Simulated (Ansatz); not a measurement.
## Geometry relaxation, with input and output: CoSi2 (part 1 of 5)

The run: geometry relaxation of CoSi2 (18 atoms in the cell). Method and program: DFT PBE, scalar-relativistic, plane waves, PAW, no spin polarisation (Ansatz 0.2.0).

The structure derives from an entry of the Crystallography Open Database. The run did not end well. It belongs to a series of runs on one base structure; here: wire along [1 1 1], 18 atoms a period. Figures and captions count atoms from 1; the log counts them from 0 in places.

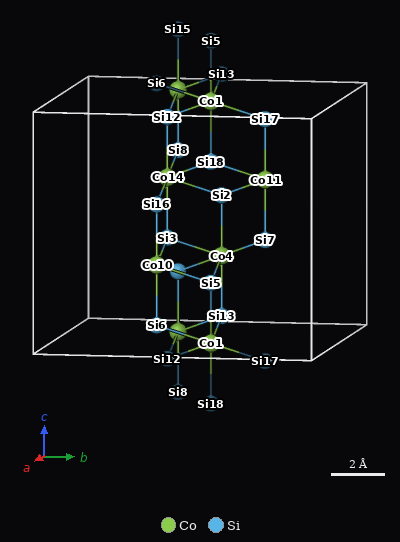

Fig. 1: The starting structure (ball-and-stick view of the cell of the calculation, with the vacuum cut short, seen slightly off an axis; neighbours outside the cell are drawn fainter; atoms are numbered from 1 in the order of the input). An atom can appear more than once, as a periodic image. Near neighbours in the periodic cell (some may lie outside the picture): Co has 6 Si at 2.32 Å; Si has 3 Co at 2.32 Å; Si has 2 Co at 2.32 Å; Co has 4 Si at 2.32 Å.

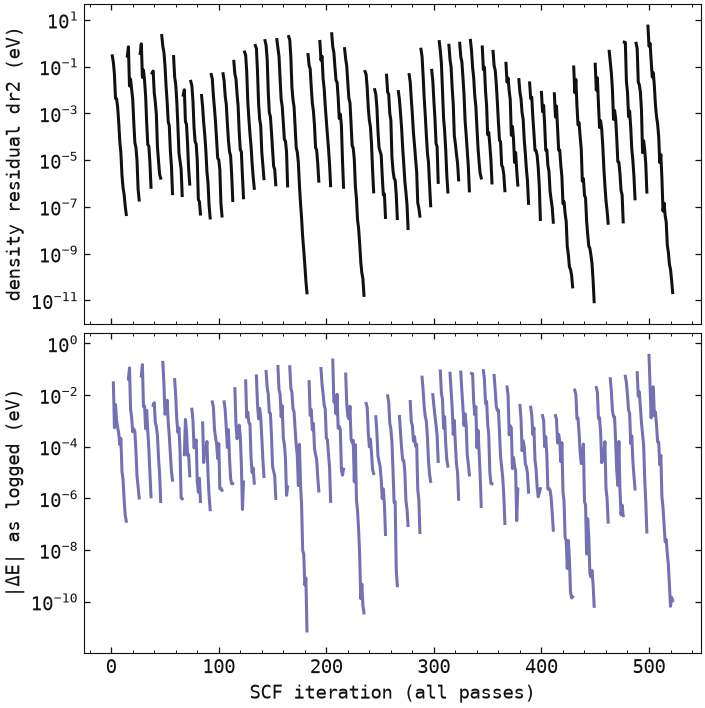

Fig. 2: Convergence of the self-consistent field: density residual dr2 and size of the energy change against the SCF iteration. The dotted lines part the SCF passes of the relaxation: geometry steps, rejected trials and re-solves on a re-selected basis. The 45 passes take 7 to 24 iterations each, 522 in all.

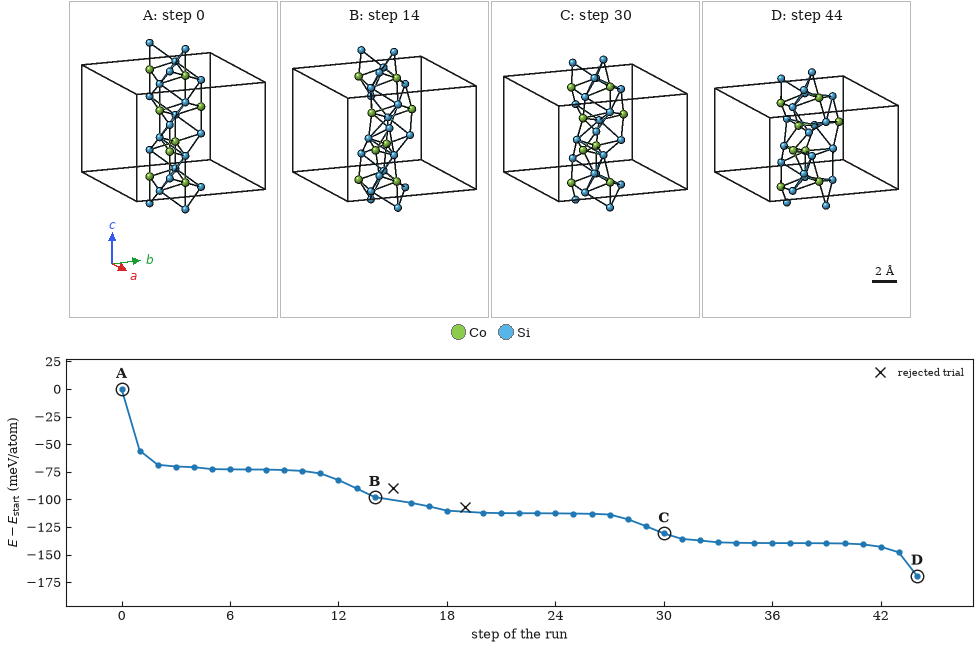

Fig. 3: Frames of the relaxation (ball-and-stick view of the cell of the calculation, with the vacuum cut short, with bonded neighbours outside it, seen slightly off an axis) above the curves, on which the letters mark them (the first geometry is step 0 here and step 1 in the log).

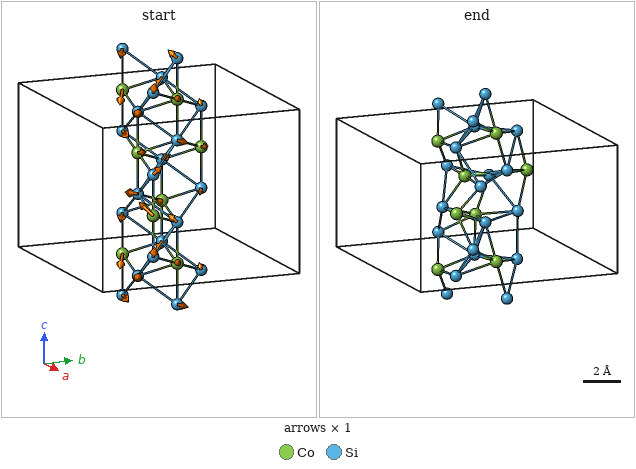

Fig. 4: Before (left) and after (right) the relaxation, at one scale (ball-and-stick view of the cell of the calculation, with the vacuum cut short, with bonded neighbours outside it, seen slightly off an axis). The orange arrows give the displacements (without the part carried along by the change of the cell), at true length. The relaxation stopped without meeting its thresholds, so the last structure isn't shown to be converged. The largest moves relative to the cell, 1.19 Å, are those of Co9 and Co10. By element the largest moves are Co 1.19 Å, Si 1.03 Å. Along the periodic axis the drawn cell goes c 9.284 → 7.262 Å (−21.8 %). Distances before and after: Si7–Si17 4.642 → 2.750 Å, Si3–Si16 2.680 → 3.895 Å, Si12–Si16 3.790 → 2.597 Å, Si12–Si18 2.680 → 3.294 Å. Among the angles that change: Si8–Co9–Si15 180.0° → 106.2°, Si13–Si12–Co14 125.3° → 69.8°, Si8–Co9–Si12 70.5° → 119.4°. The energy falls by 169 meV per atom in 44 geometry steps. The largest force component goes from 1.2 to 0.5 eV/Å. The line search rejected the trial steps at points 15, 19 (counted from 0) and went back. (Atoms are counted from 1 in the order of the input.)

The input that produced these results follows, with the program's output.

### Input file
```yaml
crystal:
  lattice:
    - [13.4, 0.0, 0.0]
    - [0.0, 13.1, 0.0]
    - [0.0, 0.0, 9.2835218876]
  atoms:
    - { symbol: Co, position: [0.5816472796, 0.5, 0.0] }
    - { symbol: Si, position: [0.4183527204, 0.5, 0.5833333333] }
    - { symbol: Si, position: [0.5, 0.3553442008, 0.4166666667] }
    - { symbol: Co, position: [0.4183527204, 0.5, 0.3333333333] }
    - { symbol: Si, position: [0.5816472796, 0.5, 0.25] }
    - { symbol: Si, position: [0.6632945592, 0.3553442008, 0.0833333333] }
    - { symbol: Si, position: [0.5, 0.6446557992, 0.4166666667] }
    - { symbol: Si, position: [0.3367054408, 0.3553442008, 0.75] }
    - { symbol: Co, position: [0.3367054408, 0.3553442008, 0.0] }
    - { symbol: Co, position: [0.6632945592, 0.3553442008, 0.3333333333] }
    - { symbol: Co, position: [0.5, 0.6446557992, 0.6666666667] }
    - { symbol: Si, position: [0.5, 0.3553442008, 0.9166666667] }
    - { symbol: Si, position: [0.4183527204, 0.5, 0.0833333333] }
    - { symbol: Co, position: [0.5, 0.3553442008, 0.6666666667] }
    - { symbol: Si, position: [0.3367054408, 0.3553442008, 0.25] }
    - { symbol: Si, position: [0.6632945592, 0.3553442008, 0.5833333333] }
    - { symbol: Si, position: [0.5, 0.6446557992, 0.9166666667] }
    - { symbol: Si, position: [0.5816472796, 0.5, 0.75] }
basis:
  ecutwfc: 420
kpoints:
  mp_grid: { grid: [1, 1, 6] }
hamiltonian:
  xc: pbe
scf:
  occupations: { method: gaussian, width: 0.05 }
output:
  forces: true
  stress: true
  eigenvalues: true
  populations: true
  write_density: true
  write_potential: true
  elf: true
  volumetric_format: npy
relax:
  adjacent_minimum: "off"
  f_tol: 0.02
  max_steps: 45
  cell: { fix: [a, b, alpha, beta, gamma], stress_tol: 0.03 }
```

Launched with:
```bash
ansatz run input.yaml --threads 4 --pin off --max-ram 11264MiB --backend cpu --events-out ev --progress --plain --runs-dir out
```

### Log
```
Engine: ansatz 0.2.0, x86_64-unknown-linux-gnu
Pseudopotentials: kind: paw
Pseudopotential: Co, paw, valence charge 17, recommended cutoff 420 eV (normal), Co.paw.azcp
Pseudopotential: Si, paw, valence charge 4, recommended cutoff 420 eV (normal), Si.paw.azcp
Functional definition: PBE
  parameter kappa = 0.804
  parameter beta = 0.06672455060314922
  exchange = pbe_x(kappa = kappa, mu = beta*pi^2/3)
  correlation = pbe_c(beta = beta)
Crystal: 18 atoms, lattice volume = 1629.629 Å³
Basis set: ecut = 420 eV, 31849 PW (Γ), exchange–correlation on 180×180×128 points (8 copies of the dense FFT grid, shifted against one another)
Bands: 93, of which v1, the nominal top of the filled ones, is band 75 counted from 1 (74 counted from 0)
Symmetry: 2 space group operations
Space group: P2 (ITA 3), of the structure as read, at distance tolerance 1.2e-4 Å
k-points: 4 of 6
Non-local potential: Co, projectors of the file, l = 0: 3, l = 1: 2, l = 2: 3, l = 3: 1
Non-local potential: Si, projectors of the file, l = 0: 2, l = 1: 2, l = 2: 2
PAW form: soft (Blöchl's): semilocal exchange-correlation on the pseudo side does not see the compensation charge
PAW one-centre angular grid: Co, 590 points (default); XC on 64 Gauss nodes
PAW one-centre angular grid: Si, 110 points (default); XC on 64 Gauss nodes
Initial density: superposition of atomic densities (neutral atoms: chi_scale 0, normalization atom), corrected by the library's trained network
Initial wavefunctions: pseudopotential atomic-orbital guess
Functional: x = pbe(κ = 0.804, μ = 0.2195149727645171), c = pbe(β = 0.06672455060314922)
SCF iter   1: F=—  HF=-38373.439028 eV  |F-HF|=—  |Δ(HF+E_count)|=         —  Δρ=5.35e-3  dr2=2.88e-1  ethr=1.77e-3  ⟨swp⟩=8.0  Hψ=1788  notcnv=0
preconditioner: auto → LDOS  [metal: Δε(μ)=0.021 eV  Ē_g=4.615 eV  σ=0.050 eV  W_gap=0.23  n_scr=168 (ndim 8)  ℏωp=9.3 eV  f_vac=0.694  D(μ)=25.78/eV (n_scr^D=136)  β→1.0]
SCF iter   2: F=—  HF=-38373.409204 eV  |F-HF|=—  |Δ(HF+E_count)|=   2.98e-2  Δρ=3.57e-3  dr2=1.53e-1  ethr=1.92e-4  ⟨swp⟩=3.0  Hψ=644  notcnv=0  defer=34
SCF iter   3: F=—  HF=-38373.408663 eV  |F-HF|=—  |Δ(HF+E_count)|=   5.41e-4  Δρ=2.01e-3  dr2=4.70e-2  ethr=1.02e-4  ⟨swp⟩=2.0  Hψ=526  notcnv=0  defer=34
SCF iter   4: F=—  HF=-38373.404378 eV  |F-HF|=—  |Δ(HF+E_count)|=   4.28e-3  Δρ=5.68e-4  dr2=4.37e-3  ethr=3.13e-5  ⟨swp⟩=2.0  Hψ=495  notcnv=0  defer=34
SCF iter   5: F=—  HF=-38373.405398 eV  |F-HF|=—  |Δ(HF+E_count)|=   1.02e-3  Δρ=5.34e-4  dr2=4.23e-3  ethr=2.92e-6  ⟨swp⟩=2.0  Hψ=537  notcnv=0  defer=34
SCF iter   6: F=—  HF=-38373.405959 eV  |F-HF|=—  |Δ(HF+E_count)|=   5.61e-4  Δρ=3.57e-4  dr2=1.81e-3  ethr=2.82e-6  ⟨swp⟩=1.0  Hψ=338  notcnv=0  defer=34
SCF iter   7: F=—  HF=-38373.406286 eV  |F-HF|=—  |Δ(HF+E_count)|=   3.27e-4  Δρ=1.59e-4  dr2=4.05e-4  ethr=1.20e-6  ⟨swp⟩=1.0  Hψ=338  notcnv=0  defer=34
SCF iter   8: F=—  HF=-38373.406405 eV  |F-HF|=—  |Δ(HF+E_count)|=   1.19e-4  Δρ=5.44e-5  dr2=6.01e-5  ethr=2.70e-7  ⟨swp⟩=2.0  Hψ=439  notcnv=0  defer=34
SCF iter   9: F=—  HF=-38373.406615 eV  |F-HF|=—  |Δ(HF+E_count)|=   2.10e-4  Δρ=3.47e-5  dr2=2.03e-5  ethr=4.00e-8  ⟨swp⟩=1.8  Hψ=466  notcnv=0  defer=34
SCF iter  10: F=—  HF=-38373.406626 eV  |F-HF|=—  |Δ(HF+E_count)|=   1.12e-5  Δρ=1.11e-5  dr2=2.33e-6  ethr=1.35e-8  ⟨swp⟩=1.2  Hψ=339  notcnv=0  defer=34
SCF iter  11: F=—  HF=-38373.406632 eV  |F-HF|=—  |Δ(HF+E_count)|=   5.40e-6  Δρ=6.53e-6  dr2=6.59e-7  ethr=1.55e-9  ⟨swp⟩=2.0  Hψ=432  notcnv=0  defer=34
SCF iter  12: F=—  HF=-38373.406633 eV  |F-HF|=—  |Δ(HF+E_count)|=   9.40e-7  Δρ=4.72e-6  dr2=3.43e-7  ethr=4.39e-10  ⟨swp⟩=2.2  Hψ=482  notcnv=0  defer=34
SCF iter  13: F=—  HF=-38373.406633 eV  |F-HF|=—  |Δ(HF+E_count)|=   2.27e-7  Δρ=2.44e-6  dr2=1.11e-7  ethr=2.29e-10  ⟨swp⟩=2.2  Hψ=455  notcnv=0  defer=34
SCF iter  14: F=-38373.406633 eV  HF=-38373.406633 eV  |F-HF|=4.56e-8  |Δ(HF+E_count)|=   1.30e-7  Δρ=1.70e-6  dr2=4.73e-8  ethr=6.67e-11  ⟨swp⟩=19.5  Hψ=2750  notcnv=0
SCF 1 converged in 14 iterations: F = -38373.406633 eV  dr2 = 4.73e-8
  greatest PAW one-centre occupation: 1.001 electrons in one spin orbital (limit 2), on the Co atom at site 10 (counted from 0), in its partial waves of l = 1
relax step   1: F+E_penalty+E_count = -38373.40663302 eV  Δ(F+E_penalty+E_count) = +0.000e0 eV  max|allowed force component| = 1.162e0 eV/Å  Δτ_max = 0.0000 Å  P = -1.634 GPa  Ω = 1629.629 Å³  fix = [a, b, alpha, beta, gamma]  reactions: a -1.437, b -1.437 GPa; beta -0.000 GPa/rad  (14 SCF iters, dr2 threshold 1.00e-7 eV, accepted)
Crystal: 18 atoms, lattice volume = 1605.288 Å³
Basis set: ecut = 420 eV, 31389 PW (Γ), exchange–correlation on 180×180×128 points (8 copies of the dense FFT grid, shifted against one another)
Initial density: handed on by an earlier stage of this run
Initial wavefunctions: those handed on with the density
iter 1 solved again at ethr=1.76e-4 eV; its pass at ethr=3.10e-3 eV (dr2=2.63e-1 eV) is discarded
SCF iter   1: F=—  HF=-38374.479966 eV  |F-HF|=—  |Δ(HF+E_count)|=         —  Δρ=3.12e-3  dr2=2.81e-1  ethr=1.76e-4  ⟨swp⟩=2.5  Hψ=1664  notcnv=0
preconditioner: auto → LDOS  [metal: Δε(μ)=0.023 eV  Ē_g=4.900 eV  σ=0.050 eV  W_gap=0.25  n_scr=168 (ndim 8)  ℏωp=9.4 eV  f_vac=0.702  D(μ)=25.54/eV (n_scr^D=136)  β→1.0]
SCF iter   2: F=—  HF=-38374.521823 eV  |F-HF|=—  |Δ(HF+E_count)|=   4.19e-2  Δρ=6.42e-3  dr2=7.05e-1  ethr=1.76e-4  ⟨swp⟩=6.0  Hψ=1039  notcnv=0  recentre
SCF iter   3: F=—  HF=-38374.408332 eV  |F-HF|=—  |Δ(HF+E_count)|=   1.13e-1  Δρ=7.66e-4  dr2=1.48e-2  ethr=1.76e-4  ⟨swp⟩=3.0  Hψ=700  notcnv=0  defer=16
SCF iter   4: F=—  HF=-38374.411250 eV  |F-HF|=—  |Δ(HF+E_count)|=   2.92e-3  Δρ=1.51e-3  dr2=2.88e-2  ethr=9.84e-6  ⟨swp⟩=2.0  Hψ=592  notcnv=0  defer=17
SCF iter   5: F=—  HF=-38374.409937 eV  |F-HF|=—  |Δ(HF+E_count)|=   1.31e-3  Δρ=8.74e-4  dr2=1.05e-2  ethr=9.84e-6  ⟨swp⟩=1.0  Hψ=339  notcnv=0  defer=17
SCF iter   6: F=—  HF=-38374.410315 eV  |F-HF|=—  |Δ(HF+E_count)|=   3.78e-4  Δρ=5.43e-4  dr2=4.00e-3  ethr=6.99e-6  ⟨swp⟩=1.0  Hψ=339  notcnv=0  defer=17
SCF iter   7: F=—  HF=-38374.410802 eV  |F-HF|=—  |Δ(HF+E_count)|=   4.87e-4  Δρ=1.56e-4  dr2=3.91e-4  ethr=2.67e-6  ⟨swp⟩=2.0  Hψ=392  notcnv=0  defer=17
SCF iter   8: F=—  HF=-38374.411189 eV  |F-HF|=—  |Δ(HF+E_count)|=   3.88e-4  Δρ=5.72e-5  dr2=5.64e-5  ethr=2.61e-7  ⟨swp⟩=2.0  Hψ=441  notcnv=0  defer=17
SCF iter   9: F=—  HF=-38374.411258 eV  |F-HF|=—  |Δ(HF+E_count)|=   6.93e-5  Δρ=4.78e-5  dr2=3.43e-5  ethr=3.76e-8  ⟨swp⟩=2.0  Hψ=447  notcnv=0  defer=17
SCF iter  10: F=—  HF=-38374.411266 eV  |F-HF|=—  |Δ(HF+E_count)|=   7.08e-6  Δρ=2.58e-5  dr2=9.63e-6  ethr=2.29e-8  ⟨swp⟩=1.0  Hψ=339  notcnv=0  defer=17
iter 11 did not close the SCF: its close was put off until two iterations running show no level that it waits for move by more than its bar (scf_convergence_deferred on its scf_iter line)
SCF iter  11: F=-38374.411269 eV  HF=-38374.411268 eV  |F-HF|=8.53e-7  |Δ(HF+E_count)|=   2.84e-6  Δρ=5.77e-6  dr2=5.72e-7  ethr=1.20e-9  ⟨swp⟩=19.5  Hψ=3390  notcnv=0
SCF iter  12: F=-38374.411270 eV  HF=-38374.411269 eV  |F-HF|=1.25e-7  |Δ(HF+E_count)|=   1.03e-6  Δρ=3.73e-6  dr2=1.97e-7  ethr=3.81e-10  ⟨swp⟩=10.8  Hψ=2806  notcnv=0
SCF 2 converged in 12 iterations: F = -38374.411270 eV  dr2 = 1.97e-7
[... from here on the iterations of each SCF are left out, up to the last one ...]
relax step   2: F+E_penalty+E_count = -38374.41126955 eV  Δ(F+E_penalty+E_count) = -1.005e0 eV  max|allowed force component| = 7.057e-1 eV/Å  Δτ_max = 0.1028 Å  P = -0.746 GPa  Ω = 1605.288 Å³  energy of the carried Pulay correction = +1.347e-3 eV  fix = [a, b, alpha, beta, gamma]  reactions: a -0.638, b -0.638 GPa; beta -0.000 GPa/rad  (12 SCF iters, dr2 threshold 1.80e-6 eV, accepted)
[... from here on the SCF iterations and repeated set-up lines of each step are left out, up to the last step ...]
SCF 3 converged in 11 iterations: F = -38374.642045 eV  dr2 = 6.90e-7
relax step   3: F+E_penalty+E_count = -38374.64204542 eV  Δ(F+E_penalty+E_count) = -2.308e-1 eV  max|allowed force component| = 2.801e-1 eV/Å  Δτ_max = 0.0879 Å  P = +0.246 GPa  Ω = 1583.954 Å³  energy of the carried Pulay correction = +2.545e-3 eV  fix = [a, b, alpha, beta, gamma]  reactions: a +0.213, b +0.213 GPa; beta -0.000 GPa/rad  (11 SCF iters, dr2 threshold 1.80e-6 eV, accepted)
SCF 4 converged in 9 iterations: F = -38374.670310 eV  dr2 = 1.70e-6
relax step   4: F+E_penalty+E_count = -38374.67030964 eV  Δ(F+E_penalty+E_count) = -2.826e-2 eV  max|allowed force component| = 1.874e-1 eV/Å  Δτ_max = 0.0389 Å  P = +0.184 GPa  Ω = 1586.078 Å³  energy of the carried Pulay correction = +2.425e-3 eV  fix = [a, b, alpha, beta, gamma]  reactions: a +0.187, b +0.187 GPa; beta -0.000 GPa/rad  (9 SCF iters, dr2 threshold 1.80e-6 eV, accepted)
SCF 5 converged in 11 iterations: F = -38374.681089 eV  dr2 = 3.69e-7
relax step   5: F+E_penalty+E_count = -38374.68108866 eV  Δ(F+E_penalty+E_count) = -1.078e-2 eV  max|allowed force component| = 2.615e-1 eV/Å  Δτ_max = 0.1564 Å  P = -0.023 GPa  Ω = 1588.180 Å³  energy of the carried Pulay correction = +2.306e-3 eV  fix = [a, b, alpha, beta, gamma]  reactions: a +0.075, b +0.075 GPa; beta -0.001 GPa/rad  (11 SCF iters, dr2 threshold 1.80e-6 eV, accepted)
SCF 6 converged in 9 iterations: F = -38374.713061 eV  dr2 = 3.08e-7
relax step   6: F+E_penalty+E_count = -38374.71306087 eV  Δ(F+E_penalty+E_count) = -3.197e-2 eV  max|allowed force component| = 1.308e-1 eV/Å  Δτ_max = 0.0457 Å  P = -0.068 GPa  Ω = 1588.851 Å³  energy of the carried Pulay correction = +2.268e-3 eV  fix = [a, b, alpha, beta, gamma]  reactions: a -0.025, b -0.025 GPa; beta -0.001 GPa/rad  (9 SCF iters, dr2 threshold 1.80e-6 eV, accepted)
SCF 7 converged in 7 iterations: F = -38374.716577 eV  dr2 = 9.47e-7
relax step   7: F+E_penalty+E_count = -38374.71657738 eV  Δ(F+E_penalty+E_count) = -3.517e-3 eV  max|allowed force component| = 4.393e-2 eV/Å  Δτ_max = 0.0085 Å  P = -0.019 GPa  Ω = 1587.102 Å³  energy of the carried Pulay correction = +2.367e-3 eV  fix = [a, b, alpha, beta, gamma]  reactions: a -0.003, b -0.004 GPa; beta -0.001 GPa/rad  (7 SCF iters, dr2 threshold 1.07e-6 eV, accepted)
SCF 8 converged in 10 iterations: F = -38374.719054 eV  dr2 = 4.97e-8
relax step   8: F+E_penalty+E_count = -38374.71905354 eV  Δ(F+E_penalty+E_count) = -2.476e-3 eV  max|allowed force component| = 3.397e-2 eV/Å  Δτ_max = 0.0311 Å  P = -0.004 GPa  Ω = 1585.276 Å³  energy of the carried Pulay correction = +2.470e-3 eV  fix = [a, b, alpha, beta, gamma]  reactions: a -0.001, b +0.001 GPa; beta -0.004 GPa/rad  (10 SCF iters, dr2 threshold 1.21e-7 eV, accepted)
SCF 9 converged in 9 iterations: F = -38374.720345 eV  dr2 = 3.38e-8
relax step   9: F+E_penalty+E_count = -38374.72034510 eV  Δ(F+E_penalty+E_count) = -1.292e-3 eV  max|allowed force component| = 3.057e-2 eV/Å  Δτ_max = 0.0154 Å  P = +0.001 GPa  Ω = 1585.528 Å³  energy of the carried Pulay correction = +2.456e-3 eV  fix = [a, b, alpha, beta, gamma]  reactions: a +0.002, b +0.001 GPa; beta -0.016 GPa/rad  (9 SCF iters, dr2 threshold 7.21e-8 eV, accepted)
SCF 10 converged in 11 iterations: F = -38374.727655 eV  dr2 = 4.08e-8
relax step  10: F+E_penalty+E_count = -38374.72765459 eV  Δ(F+E_penalty+E_count) = -7.309e-3 eV  max|allowed force component| = 7.640e-2 eV/Å  Δτ_max = 0.0545 Å  P = +0.001 GPa  Ω = 1584.692 Å³  energy of the carried Pulay correction = +2.503e-3 eV  fix = [a, b, alpha, beta, gamma]  reactions: a -0.001, b -0.004 GPa; beta -0.026 GPa/rad  (11 SCF iters, dr2 threshold 5.84e-8 eV, accepted)
SCF 11 converged in 10 iterations: F = -38374.742220 eV  dr2 = 1.89e-7
relax step  11: F+E_penalty+E_count = -38374.74222035 eV  Δ(F+E_penalty+E_count) = -1.457e-2 eV  max|allowed force component| = 1.228e-1 eV/Å  Δτ_max = 0.0477 Å  P = -0.003 GPa  Ω = 1584.797 Å³  energy of the carried Pulay correction = +2.497e-3 eV  fix = [a, b, alpha, beta, gamma]  reactions: a +0.001, b -0.014 GPa; beta -0.040 GPa/rad  (10 SCF iters, dr2 threshold 3.65e-7 eV, accepted)
SCF 12 converged in 10 iterations: F = -38374.782819 eV  dr2 = 2.46e-7
relax step  12: F+E_penalty+E_count = -38374.78281867 eV  Δ(F+E_penalty+E_count) = -4.060e-2 eV  max|allowed force component| = 2.137e-1 eV/Å  Δτ_max = 0.0717 Å  P = -0.015 GPa  Ω = 1585.361 Å³  energy of the carried Pulay correction = +2.465e-3 eV  fix = [a, b, alpha, beta, gamma]  reactions: a -0.007, b -0.019 GPa; beta -0.057 GPa/rad  (10 SCF iters, dr2 threshold 9.43e-7 eV, accepted)
SCF 13 converged in 10 iterations: F = -38374.891307 eV  dr2 = 6.25e-7
relax step  13: F+E_penalty+E_count = -38374.89130724 eV  Δ(F+E_penalty+E_count) = -1.085e-1 eV  max|allowed force component| = 2.879e-1 eV/Å  Δτ_max = 0.1092 Å  P = -0.056 GPa  Ω = 1586.312 Å³  energy of the carried Pulay correction = +2.411e-3 eV  fix = [a, b, alpha, beta, gamma]  reactions: a -0.025, b -0.013 GPa; beta -0.071 GPa/rad  (10 SCF iters, dr2 threshold 1.80e-6 eV, accepted)
SCF 14 converged in 9 iterations: F = -38375.027667 eV  dr2 = 1.62e-6
```
